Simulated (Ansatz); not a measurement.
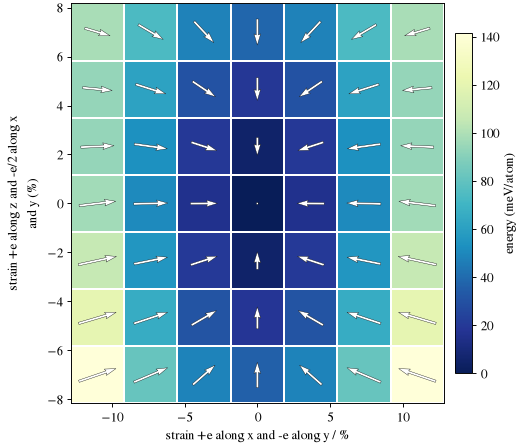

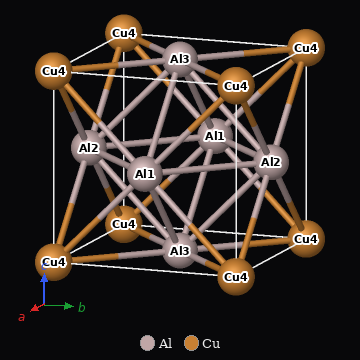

Energy landscape of Al₃Cu (Pm-3m, No. 221; 4 atoms in the cell). 
- The energy is mapped over two homogeneous strains (x, y and z along the cube axes).
- The first coordinate is: strain +e along x and -e along y; the second: strain +e along z and -e/2 along x and y.
- Nothing is relaxed (symmetry fixes all fractional coordinates).
- Grid: 7 × 7 points; 28 points were computed and 21 follow by symmetry.
- Points are written as (first, second).
- Energies are in meV/atom, from the lowest grid point.
- Level of theory: DFT LDA, scalar-relativistic, plane waves, PAW in Ansatz 0.2.0. Settings: cutoff 520 eV, k-mesh 10×10×10, gaussian smearing 0.15 eV, no spin polarisation.

The picture shows one coloured cell a grid point, arrows along the force (downhill), their lengths compressed. The second picture is the structure at the lowest point

Question: What does the map say about the system?

Answer: The lowest grid point is at (0.0 %, 0.00 %). No other kind of well shows on this grid. The highest grid point, (−11.0 %, −7.00 %), lies 141 meV/atom above the lowest. Round the minimum the two coordinates are nearly uncoupled.

The values on the grid:

```
second ↓, first →  −11.0  −7.3  −3.7  0.0  3.7  7.3  11.0
             7.00     99    73    48   38   48   73    99
             4.67     94    61    31   19   31   61    94
             2.33     93    53    20    5   20   53    93
             0.00     97    51    16    0   16   51    97
            −2.33    106    55    20    5   20   55   106
            −4.67    120    66    31   18   31   66   120
            −7.00    141    82    48   36   48   82   141
```

The input of one point:

```yaml
crystal:
  lattice:
    - [3.8548798307, 0.0, 0.0]
    - [0.0, 3.8548798307, 0.0]
    - [0.0, 0.0, 3.8548798307]
  atoms:
    - { symbol: Al, position: [0.0, 0.5, 0.5] }
    - { symbol: Al, position: [0.5, 0.0, 0.5] }
    - { symbol: Al, position: [0.5, 0.5, 0.0] }
    - { symbol: Cu, position: [0.0, 0.0, 0.0] }
basis:
  ecutwfc: 520.0
kpoints:
  mp_grid: { grid: [10, 10, 10] }
hamiltonian:
  xc: lda
  pseudopotentials: { kind: paw, azcp: { folder: soft_1 } }
scf:
  occupations: { method: gaussian, width: 0.15 }
output:
  forces: true
  stress: true
  eigenvalues: true
  write_density: true
  write_potential: true
  elf: true
  volumetric_format: npy
```

Each point was launched as `ansatz run input.yaml --threads 2 --pin off --max-ram 4096MiB --backend cpu --events-out ev --progress --plain --runs-dir out`. The whole map (28 points run) took 8.3 min on 2 threads of Arm Neoverse N1, with other jobs on the host.
